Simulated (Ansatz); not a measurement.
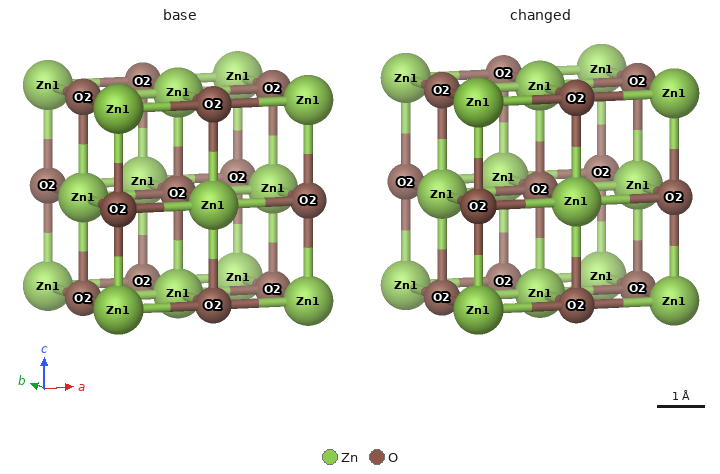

Left: a symmetric starting cell of ZnO. Right: the same structure after one change, at the same scale. A ball-and-stick model of the conventional cell (4 times the calculation's cell), seen slightly off an axis. Lengths and directions refer to the drawn axes.

Computed with Ansatz 0.2.0, DFT PBE, scalar-relativistic, plane waves, PAW. Set-up: plane-wave cutoff 420 eV; k-point mesh 14 × 14 × 14; occupations gaussian; smearing width 0.05 eV; no spin polarisation.

> What distinguishes the right structure from the left one?

All lengths are scaled by +3.2 % (volume +9.8 %), the atoms keeping their fractional coordinates. No relaxation follows. The starting cell wasn't computed here and needn't be at equilibrium, so pressure and forces aren't due to the change alone.

> How do the computed properties respond?

The pressure is −13.1 GPa (not all of it need come from the change, since the unchanged cell can be under pressure at this level too). All forces vanish by symmetry. Near-neighbour distances before and after: O–Zn 2.169 → 2.238 Å. The space group stays Fm-3m (No. 225).
